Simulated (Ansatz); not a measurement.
## Dielectric response of LiF (001) films

Aim: the electronic and static ε of rocksalt LiF (001) from films of several thicknesses in a field.

Program: Ansatz 0.2.0. Level of theory: plane-wave DFT, PBE, Ansatz PAW, in the first sound run; inputs show where later runs differ. Results are calculated unless marked as measured.

### 1. Starting point

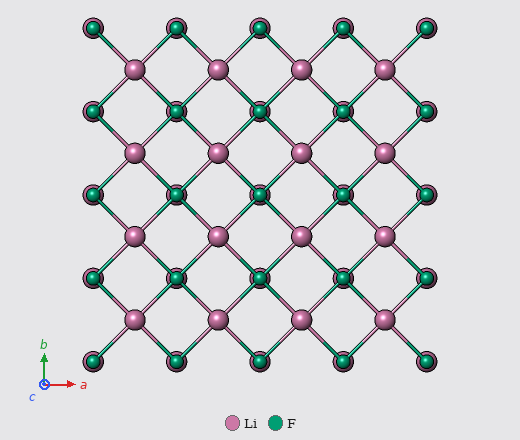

Start, viewed from above; lithium pink, fluorine teal. 4×4×1 cells are drawn. Some periodic images of atoms are drawn too.

The cell holds 6 atoms: 3 Li and 3 F. Cell: a = 2.850 Å, b = 2.850 Å, c = 22.030 Å, α = 90.0°, β = 90.0°, γ = 90.0°. It derives from LiF (rocksalt LiF). Vacuum lies along c.

Coordinates:

```cif
data_structure
_symmetry_space_group_name_H-M 'P 1'
_symmetry_Int_Tables_number 1
_cell_length_a 2.8496
_cell_length_b 2.8496
_cell_length_c 22.0300
_cell_angle_alpha 90.000
_cell_angle_beta 90.000
_cell_angle_gamma 90.000
_cell_volume 178.89
loop_
_atom_site_label
_atom_site_type_symbol
_atom_site_fract_x
_atom_site_fract_y
_atom_site_fract_z
_atom_site_occupancy
Li1 Li 0.50000 0.50000 0.40853 1
F2 F 0.00000 0.00000 0.40853 1
Li3 Li 0.00000 0.00000 0.50000 1
F4 F 0.50000 0.50000 0.50000 1
Li5 Li 0.50000 0.50000 0.59147 1
F6 F 0.00000 0.00000 0.59147 1
```

### 2. Relaxation, 6 atoms, units 3

The structure is relaxed first, because levels and dipoles at a surface follow the positions of the outer atoms.

input.yaml

```yaml
crystal:
  lattice:
    - [2.84964033, 0.0, 0.0]
    - [0.0, 2.84964033, 0.0]
    - [0.0, 0.0, 22.03]
  atoms:
    - { symbol: Li, position: [0.5, 0.5, 0.4085338175] }
    - { symbol: F, position: [0.0, 0.0, 0.4085338175] }
    - { symbol: Li, position: [0.0, 0.0, 0.5] }
    - { symbol: F, position: [0.5, 0.5, 0.5] }
    - { symbol: Li, position: [0.5, 0.5, 0.5914661825] }
    - { symbol: F, position: [0.0, 0.0, 0.5914661825] }
kpoints:
  mp_grid: { grid: [10, 10, 1] }
hamiltonian:
  xc: pbe
scf:
  occupations: { method: fixed }
  convergence: { dr2_threshold: 1.0e-09 }
efield:
  axis: 3
  dipole_correction: true
  ramp_position: 0.97
  ramp_width: 0.06
relax:
  f_tol: 0.003
  max_steps: 100
output:
  write_potential: true
  write_density: true
  volumetric_format: npy
```

Started as:

```bash
> ansatz run input.yaml --threads 4 --pin off --max-ram 12288MiB --backend cpu --events-out ev --progress --plain --runs-dir out
```

Numbers of over 12 decimals in the logs are rounded to 6 here.

Output:

```text
Engine: ansatz 0.2.0, aarch64-unknown-linux-gnu
Pseudopotentials: kind: paw
Pseudopotential: Li, paw, valence charge 3, recommended cutoff 420 eV (normal), Li.paw.azcp
Pseudopotential: F, paw, valence charge 7, recommended cutoff 420 eV (normal), F.paw.azcp
Functional definition: PBE
  parameter kappa = 0.804
  parameter beta = 0.066725
  exchange = pbe_x(kappa = kappa, mu = beta*pi^2/3)
  correlation = pbe_c(beta = beta)
Crystal: 6 atoms, lattice volume = 178.894 Å³
Basis set: ecut = 420 eV, 3509 PW (Γ), exchange–correlation on 40×40×300 points (8 copies of the dense FFT grid, shifted against one another)
Bands: 21, of which v1, the nominal top of the filled ones, is band 15 counted from 1 (14 counted from 0)
Symmetry: 8 space group operations
k-points: 21 of 100
Non-local potential: Li, projectors of the file, l = 0: 3, l = 1: 2, l = 2: 1
Non-local potential: F, projectors of the file, l = 0: 2, l = 1: 2, l = 2: 1
PAW form: soft (Blöchl's): semilocal exchange-correlation on the pseudo side does not see the compensation charge
PAW one-centre angular grid: Li, 110 points (default); XC on 64 Gauss nodes
PAW one-centre angular grid: F, 110 points (default); XC on 64 Gauss nodes
Initial density: superposition of atomic densities (neutral atoms: chi_scale 0, normalization atom), corrected by the library's trained network
Initial wavefunctions: pseudopotential atomic-orbital guess
Functional: x = pbe(κ = 0.804, μ = 0.219515), c = pbe(β = 0.066725)
SCF iter   1: F=—  HF=-3048.204734 eV  |F-HF|=—  |Δ(HF+E_count)|=         —  Δρ=5.25e-4  dr2=5.48e-4  ethr=1.77e-3  p=0.000 e·Å  D=7.29e-14 V/Å  ΔV_dip=-0.00 eV  dr2_dipole=3.62e-11  V_vac-E_F(+/−)=7.39/7.39 eV  ⟨swp⟩=5.0  Hψ=1867  notcnv=0  defer=78
efield: sawtooth ramp at fractional position 0.9700 (set: `efield.ramp_position`, or a place that a band, a saddle search or an elastic batch's reference lends), width 0.0600; the density the first Hamiltonian is built on has a dipole p = 0.000 e·Å; the dipole correction subtracts the counter field D = 7.29e-14 V/Å, which shifts the + side's vacuum level by -0.00 eV against the − side's; the planar-averaged density in the ramp window peaks in size at 4.1e-6 e/Å³
preconditioner: auto → none  [insulator: Δε(μ)=6.384 eV  Ē_g=16.079 eV  n_scr=14 (ndim 8)  ℏωp=13.6 eV  f_vac=0.688  ε∞_Penn≈1.7]
SCF iter   2: F=—  HF=-3048.205326 eV  |F-HF|=—  |Δ(HF+E_count)|=   5.92e-4  Δρ=3.85e-4  dr2=1.77e-4  ethr=1.83e-6  p=0.000 e·Å  D=4.28e-6 V/Å  ΔV_dip=-0.00 eV  dr2_dipole=5.19e-11  V_vac-E_F(+/−)=7.31/7.31 eV  ⟨swp⟩=3.9  Hψ=1113  notcnv=0  defer=84  κ⁻¹=1.0e0(r=1)
density mixer auto → broyden: gapped, with few screened modes (density of states about μ 0.00 of a free-electron gas's, 14 screened modes)
SCF iter   3: F=—  HF=-3048.205484 eV  |F-HF|=—  |Δ(HF+E_count)|=   1.58e-4  Δρ=1.20e-4  dr2=3.25e-5  ethr=5.92e-7  p=0.000 e·Å  D=1.91e-7 V/Å  ΔV_dip=-0.00 eV  dr2_dipole=4.14e-13  V_vac-E_F(+/−)=7.29/7.29 eV  ⟨swp⟩=2.5  Hψ=715  notcnv=0  defer=84  κ⁻¹=8.4e-2(r=2)
SCF iter   4: F=—  HF=-3048.205648 eV  |F-HF|=—  |Δ(HF+E_count)|=   1.64e-4  Δρ=4.18e-5  dr2=1.97e-6  ethr=1.08e-7  p=-0.000 e·Å  D=-1.54e-6 V/Å  ΔV_dip=0.00 eV  dr2_dipole=5.01e-12  V_vac-E_F(+/−)=7.26/7.26 eV  ⟨swp⟩=3.3  Hψ=691  notcnv=0  defer=84  κ⁻¹=1.9e-3(r=3)
SCF iter   5: F=—  HF=-3048.205653 eV  |F-HF|=—  |Δ(HF+E_count)|=   4.92e-6  Δρ=1.87e-5  dr2=3.49e-7  ethr=6.57e-9  p=0.000 e·Å  D=7.37e-7 V/Å  ΔV_dip=-0.00 eV  dr2_dipole=1.16e-12  V_vac-E_F(+/−)=7.25/7.25 eV  ⟨swp⟩=2.1  Hψ=738  notcnv=0  defer=84  κ⁻¹=2.0e-4(r=4)
SCF iter   6: F=—  HF=-3048.205653 eV  |F-HF|=—  |Δ(HF+E_count)|=   8.65e-8  Δρ=7.39e-6  dr2=5.14e-8  ethr=1.16e-9  p=0.000 e·Å  D=3.26e-7 V/Å  ΔV_dip=-0.00 eV  dr2_dipole=2.42e-13  V_vac-E_F(+/−)=7.25/7.25 eV  ⟨swp⟩=2.0  Hψ=585  notcnv=0  defer=84  κ⁻¹=1.7e-5(r=5)
SCF iter   7: F=—  HF=-3048.205653 eV  |F-HF|=—  |Δ(HF+E_count)|=   5.09e-9  Δρ=1.27e-6  dr2=1.01e-9  ethr=1.71e-10  p=-0.000 e·Å  D=-3.07e-8 V/Å  ΔV_dip=0.00 eV  dr2_dipole=2.25e-15  V_vac-E_F(+/−)=7.25/7.25 eV  ⟨swp⟩=2.0  Hψ=650  notcnv=0  defer=84  κ⁻¹=3.8e-6(r=6)
SCF iter   8: F=-3048.205653 eV  HF=-3048.205653 eV  |F-HF|=1.14e-10  |Δ(HF+E_count)|=   2.34e-9  Δρ=6.39e-7  dr2=4.55e-10  ethr=3.33e-12  p=-0.000 e·Å  D=-1.69e-8 V/Å  ΔV_dip=0.00 eV  dr2_dipole=5.51e-16  V_vac-E_F(+/−)=7.25/7.25 eV  ⟨swp⟩=7.0  Hψ=2194  notcnv=0
SCF 1 converged in 8 iterations: F = -3048.205653 eV  dr2 = 4.55e-10
  greatest PAW one-centre occupation: 1.000 electrons in one spin orbital (limit 2), on the Li atom at site 2 (counted from 0), in its partial waves of l = 0
relax step   1: F+E_penalty+E_count = -3048.20565311 eV  Δ(F+E_penalty+E_count) = +0.000e0 eV  max|allowed force component| = 3.638e-1 eV/Å  Δτ_max = 0.0000 Å  (8 SCF iters, accepted)
Initial density: handed on by an earlier stage of this run
Initial wavefunctions: those handed on with the density
iter 1 solved again at ethr=3.92e-5 eV; its pass at ethr=3.10e-3 eV (dr2=1.18e-2 eV) is discarded
SCF iter   1: F=—  HF=-3048.230492 eV  |F-HF|=—  |Δ(HF+E_count)|=         —  Δρ=1.23e-3  dr2=1.15e-2  ethr=3.92e-5  p=-0.000 e·Å  D=-1.69e-8 V/Å  ΔV_dip=0.00 eV  dr2_dipole=1.72e-15  V_vac-E_F(+/−)=7.28/7.28 eV  ⟨swp⟩=2.4  Hψ=1606  notcnv=0  defer=80
efield: sawtooth ramp at fractional position 0.9700 (set: `efield.ramp_position`, or a place that a band, a saddle search or an elastic batch's reference lends), width 0.0600; the density the first Hamiltonian is built on has a dipole p = -0.000 e·Å; the dipole correction subtracts the counter field D = -1.69e-8 V/Å, which shifts the + side's vacuum level by +0.00 eV against the − side's; the planar-averaged density in the ramp window peaks in size at 1.8e-6 e/Å³
preconditioner: auto → none  [insulator: Δε(μ)=6.681 eV  Ē_g=16.215 eV  n_scr=14 (ndim 8)  ℏωp=13.6 eV  f_vac=0.686  ε∞_Penn≈1.7]
SCF iter   2: F=—  HF=-3048.225554 eV  |F-HF|=—  |Δ(HF+E_count)|=   4.94e-3  Δρ=4.16e-4  dr2=1.96e-4  ethr=3.84e-5  p=0.000 e·Å  D=1.26e-8 V/Å  ΔV_dip=-0.00 eV  dr2_dipole=1.81e-17  V_vac-E_F(+/−)=7.51/7.51 eV  ⟨swp⟩=3.2  Hψ=670  notcnv=0  defer=84  κ⁻¹=1.0e0(r=1)
density mixer auto → broyden: gapped, with few screened modes (density of states about μ 0.00 of a free-electron gas's, 14 screened modes)
SCF iter   3: F=—  HF=-3048.225550 eV  |F-HF|=—  |Δ(HF+E_count)|=   3.61e-6  Δρ=1.96e-4  dr2=3.90e-5  ethr=6.55e-7  p=0.000 e·Å  D=1.57e-8 V/Å  ΔV_dip=-0.00 eV  dr2_dipole=5.95e-16  V_vac-E_F(+/−)=7.53/7.53 eV  ⟨swp⟩=3.0  Hψ=763  notcnv=0  defer=84  κ⁻¹=2.9e-2(r=2)
[...]
SCF iter   5: F=—  HF=-3048.228182 eV  |F-HF|=—  |Δ(HF+E_count)|=   6.93e-7  Δρ=7.36e-6  dr2=5.30e-8  ethr=2.01e-9  p=-0.000 e·Å  D=-9.19e-9 V/Å  ΔV_dip=0.00 eV  dr2_dipole=6.27e-16  V_vac-E_F(+/−)=7.66/7.66 eV  ⟨swp⟩=2.1  Hψ=652  notcnv=0  defer=76  κ⁻¹=5.3e-5(r=4)
SCF iter   6: F=—  HF=-3048.228182 eV  |F-HF|=—  |Δ(HF+E_count)|=   3.30e-8  Δρ=1.83e-6  dr2=2.87e-9  ethr=1.77e-10  p=0.000 e·Å  D=4.94e-9 V/Å  ΔV_dip=-0.00 eV  dr2_dipole=4.75e-17  V_vac-E_F(+/−)=7.65/7.65 eV  ⟨swp⟩=2.2  Hψ=631  notcnv=0  defer=76  κ⁻¹=4.0e-7(r=5)
SCF iter   7: F=—  HF=-3048.228182 eV  |F-HF|=—  |Δ(HF+E_count)|=   2.19e-9  Δρ=9.01e-7  dr2=1.24e-9  ethr=3.33e-12  p=-0.000 e·Å  D=-4.18e-9 V/Å  ΔV_dip=0.00 eV  dr2_dipole=1.44e-17  V_vac-E_F(+/−)=7.65/7.65 eV  ⟨swp⟩=7.2  Hψ=2233  notcnv=0  κ⁻¹=1.9e-8(r=6)
SCF iter   8: F=-3048.228182 eV  HF=-3048.228182 eV  |F-HF|=1.21e-10  |Δ(HF+E_count)|=  4.38e-10  Δρ=3.96e-7  dr2=2.09e-10  ethr=3.33e-12  p=-0.000 e·Å  D=-2.45e-9 V/Å  ΔV_dip=0.00 eV  dr2_dipole=1.74e-18  V_vac-E_F(+/−)=7.66/7.65 eV  ⟨swp⟩=6.6  Hψ=1966  notcnv=0
SCF 3 converged in 8 iterations: F = -3048.228182 eV  dr2 = 2.09e-10
  greatest PAW one-centre occupation: 1.000 electrons in one spin orbital (limit 2), on the Li atom at site 0 (counted from 0), in its partial waves of l = 0
relax step   3: F+E_penalty+E_count = -3048.22818164 eV  Δ(F+E_penalty+E_count) = -2.625e-3 eV  max|allowed force component| = 1.391e-2 eV/Å  Δτ_max = 0.0170 Å  (8 SCF iters, accepted)
SCF iter   1: F=—  HF=-3048.228527 eV  |F-HF|=—  |Δ(HF+E_count)|=         —  Δρ=4.13e-4  dr2=5.14e-4  ethr=5.51e-5  p=-0.000 e·Å  D=-2.45e-9 V/Å  ΔV_dip=0.00 eV  dr2_dipole=4.25e-16  V_vac-E_F(+/−)=7.65/7.65 eV  ⟨swp⟩=3.1  Hψ=1046  notcnv=0  defer=84
efield: sawtooth ramp at fractional position 0.9700 (set: `efield.ramp_position`, or a place that a band, a saddle search or an elastic batch's reference lends), width 0.0600; the density the first Hamiltonian is built on has a dipole p = -0.000 e·Å; the dipole correction subtracts the counter field D = -2.45e-9 V/Å, which shifts the + side's vacuum level by +0.00 eV against the − side's; the planar-averaged density in the ramp window peaks in size at 1.8e-6 e/Å³
preconditioner: auto → none  [insulator: Δε(μ)=6.776 eV  Ē_g=16.387 eV  n_scr=14 (ndim 8)  ℏωp=13.6 eV  f_vac=0.684  ε∞_Penn≈1.7]
SCF iter   2: F=—  HF=-3048.228354 eV  |F-HF|=—  |Δ(HF+E_count)|=   1.73e-4  Δρ=1.27e-4  dr2=2.85e-5  ethr=1.71e-6  p=-0.000 e·Å  D=-1.71e-8 V/Å  ΔV_dip=0.00 eV  dr2_dipole=2.65e-15  V_vac-E_F(+/−)=7.66/7.66 eV  ⟨swp⟩=2.1  Hψ=818  notcnv=0  defer=84  κ⁻¹=1.0e0(r=1)
density mixer auto → broyden: gapped, with few screened modes (density of states about μ 0.00 of a free-electron gas's, 14 screened modes)
SCF iter   3: F=—  HF=-3048.228354 eV  |F-HF|=—  |Δ(HF+E_count)|=   3.85e-7  Δρ=6.28e-5  dr2=4.86e-6  ethr=9.51e-8  p=0.000 e·Å  D=2.52e-8 V/Å  ΔV_dip=-0.00 eV  dr2_dipole=2.79e-16  V_vac-E_F(+/−)=7.65/7.65 eV  ⟨swp⟩=2.0  Hψ=640  notcnv=0  defer=66  κ⁻¹=2.7e-2(r=2)
SCF iter   4: F=—  HF=-3048.228356 eV  |F-HF|=—  |Δ(HF+E_count)|=   1.56e-6  Δρ=2.60e-5  dr2=6.69e-7  ethr=1.62e-8  p=0.000 e·Å  D=1.23e-8 V/Å  ΔV_dip=-0.00 eV  dr2_dipole=1.95e-16  V_vac-E_F(+/−)=7.65/7.65 eV  ⟨swp⟩=2.0  Hψ=678  notcnv=0  defer=73  κ⁻¹=9.9e-3(r=3)
SCF iter   5: F=—  HF=-3048.228355 eV  |F-HF|=—  |Δ(HF+E_count)|=   4.52e-7  Δρ=4.92e-6  dr2=1.77e-8  ethr=2.23e-9  p=0.000 e·Å  D=8.32e-10 V/Å  ΔV_dip=-0.00 eV  dr2_dipole=4.77e-16  V_vac-E_F(+/−)=7.65/7.65 eV  ⟨swp⟩=2.0  Hψ=620  notcnv=0  defer=46  κ⁻¹=1.4e-4(r=4)
SCF iter   6: F=—  HF=-3048.228355 eV  |F-HF|=—  |Δ(HF+E_count)|=   7.00e-9  Δρ=1.62e-6  dr2=2.66e-9  ethr=5.91e-11  p=-0.000 e·Å  D=-2.00e-8 V/Å  ΔV_dip=0.00 eV  dr2_dipole=9.98e-16  V_vac-E_F(+/−)=7.65/7.65 eV  ⟨swp⟩=2.1  Hψ=648  notcnv=0  defer=47  κ⁻¹=3.8e-5(r=5)
SCF iter   7: F=-3048.228355 eV  HF=-3048.228355 eV  |F-HF|=1.71e-10  |Δ(HF+E_count)|=  2.83e-10  Δρ=4.89e-7  dr2=1.08e-10  ethr=3.33e-12  p=-0.000 e·Å  D=-4.33e-9 V/Å  ΔV_dip=0.00 eV  dr2_dipole=6.12e-17  V_vac-E_F(+/−)=7.65/7.65 eV  ⟨swp⟩=7.1  Hψ=2146  notcnv=0
SCF 4 converged in 7 iterations: F = -3048.228355 eV  dr2 = 1.08e-10
relax step   4: F+E_penalty+E_count = -3048.22835512 eV  Δ(F+E_penalty+E_count) = -1.735e-4 eV  max|allowed force component| = 1.275e-3 eV/Å  Δτ_max = 0.0088 Å  (7 SCF iters, accepted)
NSCF: frozen V_eff on 21 k-points
the band table was solved once a step of the walk had ended and its energy, with any forces and stress, was formed, with the checks that follow a solve (3333 applications of the Hamiltonian). They found nothing against the state; the energy, forces and stress were not computed again (output.eigenvalues in the input reference)
WARN: The output density's exchange-correlation potential varies sharply where the density is thin. Do not read a vacuum level from v_tot or v_xc, or from such a field of the output density. On a cell that repeats whose density bears no net charge and no dipole along the vacuum's axis use v_es (v_loc + v_h of the components); under efield.dipole_correction with no amplitude use v_es + v_field, which holds any externa [...]
SCF converged after 7 iterations
Stability not checked: this state was not tested for a lower state beside it, because the mixer in use, unlike msr1, does not test its closes by its own steps (another_mixer; see scf.mixing.algorithm and scf.lower_state_search)
Free energy (F): -3048.228355 eV
Harris-Foulkes:  -3048.228355 eV  (|F-HF|=1.71e-10)
Internal energy: -3048.228355 eV  (E = F + TS)
E sigma→0 (E₀):  -3048.228355 eV
Fermi energy:    -5.245704 eV
Dipole field:    D = 0.000000 V/Å  (p = 0.000000 e·Å, saw-weighted, corrected)
Work function:   Φ+ = 7.6475 eV   Φ− = 7.6475 eV
Levels:          The Fermi level and band energies are counted from a zero that moves with the ramp; work functions are not
--- Per-component energies (eV) ---
  E_band       = -539.762308
  E_kinetic    = 689.203217
  E_local      = -21727.301207  (includes V_loc(G=0)·N_el)
  E_nonlocal   = 120.797749
  E_hartree    = 10483.293298
  E_xc         = -274.695194
  E_vxc        = -352.260559  (∫ρ·V_xc dr)
  E_paw        = -665.040950  (= ΣΔE_a)
  E_vpaw       = -236.794599  (= ΣTr[D̂ρ^β])
  E_aug_tail   = 0.006547  (compensation charges beyond the density's cutoff)
  E_efield     = 0.000000  (sawtooth field / dipole correction)
  E_vefield    = 0.000000  (∫n·V_field dr)
  E_ewald      = 8325.508185
  E_smearing   = -0.000000  (= −TS)
  E_closure    = -0.000000  (closes the sum)
  Σ components = -3048.228355   (vs F -3048.228355, Δ=0.00e0)
--- Forces (eV/Å), atoms counted from 1 ---
  atom   1  Li     0.00000000     0.00000000     0.00127464
  atom   2  F      0.00000000     0.00000000    -0.00035299
  atom   3  Li     0.00000000     0.00000000     0.00000002
  atom   4  F     -0.00000000     0.00000000    -0.00000002
  atom   5  Li     0.00000000     0.00000000    -0.00127463
  atom   6  F      0.00000000     0.00000000     0.00035297
  max |Σ_I F_I| component: 7.79e-9 eV/Å
--- Band table (eV; the first three rows and the last of 21) ---
  k-point 0: bands = [... 11 lower, -5.5297, -5.5297, -5.3635, -5.3635, 1.5800, 1.6432, 2.5930, 3.2763, ... 2 higher]
  k-point 1: bands = [... 11 lower, -5.5169, -5.5035, -5.4532, -5.3499, 1.7663, 1.8129, 2.7793, 3.4544, ... 2 higher]
  k-point 2: bands = [... 11 lower, -5.7894, -5.4632, -5.4339, -5.3163, 2.3058, 2.3138, 3.3337, 3.9833, ... 2 higher]
  k-point 20: bands = [... 11 lower, -6.5963, -6.4120, -5.6712, -5.5831, 9.0438, 9.0608, 9.2984, 9.2984, ... 2 higher]
--- Relaxed structure (4 steps of the walk, 4 accepted, 0 SCFs on fresh bases) ---
  F+E_penalty+E_count = -3048.22835512 eV   max|allowed force component| = 1.275e-3 eV/Å
  atoms:
    - { symbol: Li, position: [0.5, 0.5, 0.409152] }
    - { symbol: F, position: [0, 0.0, 0.406162] }
    - { symbol: Li, position: [0, 0.0, 0.500000] }
    - { symbol: F, position: [0.5, 0.5, 0.500000] }
    - { symbol: Li, position: [0.5, 0.5, 0.590848] }
    - { symbol: F, position: [0, 0.0, 0.593838] }
```

It took 6.4 s on 4 threads of Arm Neoverse V2, shared host; peak memory 0.41 GiB.

Relaxation path:

| step | energy less that of the first step (eV) | largest force component (eV/Å) |
| --- | --- | --- |
| 1 | 0.0000 | 0.3638 |
| 2 | -0.0199 | 0.1269 |
| 3 | -0.0225 | 0.0139 |
| 4 | -0.0227 | 0.0013 |

Forces are held to the 8 operations that the run works with; a distortion that breaks them can't arise in this run.

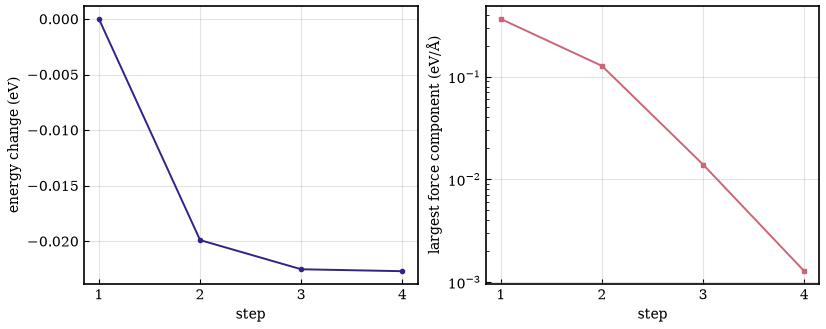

Energy and largest force along the relaxation.

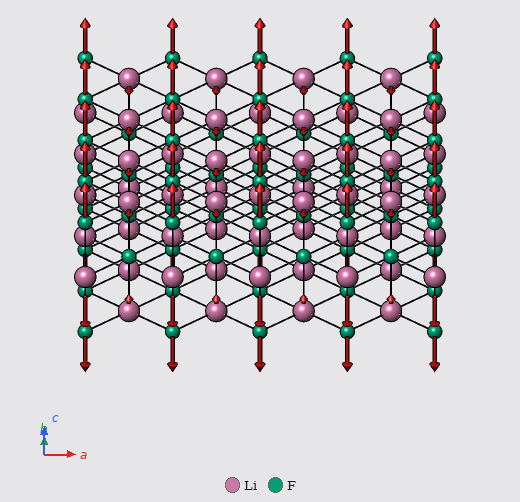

Displacements in the relaxation, exaggerated; the longest in the cell stands for 0.05 Å. 4×4×1 cells are drawn. Some periodic images of atoms are drawn too.

The atoms that moved most (Å):

| atom | dx | dy | dz | length |
| --- | --- | --- | --- | --- |
| F2 | 0.000 | 0.000 | -0.052 | 0.052 |
| F6 | 0.000 | 0.000 | 0.052 | 0.052 |
| Li5 | 0.000 | 0.000 | -0.014 | 0.014 |
| Li1 | 0.000 | 0.000 | 0.014 | 0.014 |

Final coordinates:

```xyz
6
Lattice="2.8496 0.0000 0.0000 0.0000 2.8496 0.0000 0.0000 0.0000 22.0300" Properties=species:S:1:pos:R:3
Li    1.4248    1.4248    9.0136
F     0.0000    0.0000    8.9477
Li    0.0000    0.0000   11.0150
F     1.4248    1.4248   11.0150
Li    1.4248    1.4248   13.0164
F     0.0000    0.0000   13.0823
```

Numbers from this step:

- gap on the k-mesh: 6.826 eV
- dipole along the normal: 6.72e-9 e·Å
- ionisation energy, upper face: 7.648 eV
- electron affinity, upper face: 0.8218 eV

Running mean over 2.015 Å of the planar mean; the ramp of the sawtooth is left out. The electron's electrostatic potential energy less the highest filled level by z:

| z (Å) | electron's electrostatic potential energy less the highest filled level (eV) |
| --- | --- |
| 4 | 7.65 |
| 6 | 7.64 |
| 8 | 3.99 |
| 10 | 0.731 |
| 12 | 0.725 |
| 14 | 3.79 |
| 16 | 7.64 |
| 18 | 7.65 |

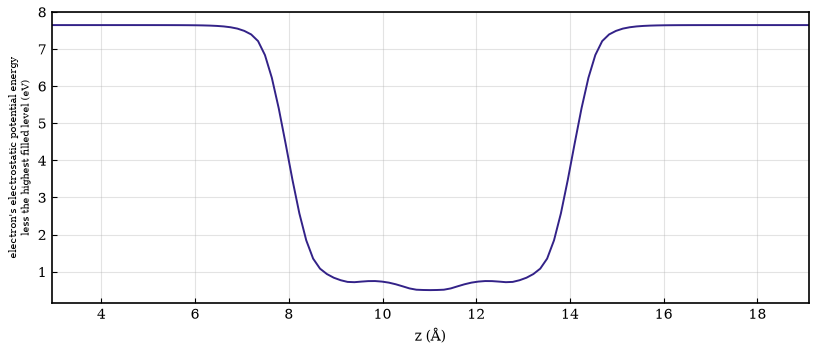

Electron's electrostatic potential energy less the highest filled level, plotted against z.

The relaxation took 4 steps and lowered the energy by 0.023 eV; the largest force on the free atoms ends at 0.0013 eV/Å.

The gap is 6.83 eV, with the valence edge 7.65 eV and the conduction edge 0.82 eV under the upper vacuum level.

[end of part 1 of 5]

[Logs are printed without paths, hosts, clocks, repeated set-up lines and the standing remarks that a program may print on its own settings, such as how far it seeks lower states.]

[Hosts, paths, dates, database ids (printed as entryN), source tags and the programs' standing remarks are cut or masked in the printed files.]

[Maps of the electrostatic potential energy from Ansatz leave out the sawtooth potential of an applied field or a dipole correction, so their vacuum need not be flat; planar profiles and work functions include it.]
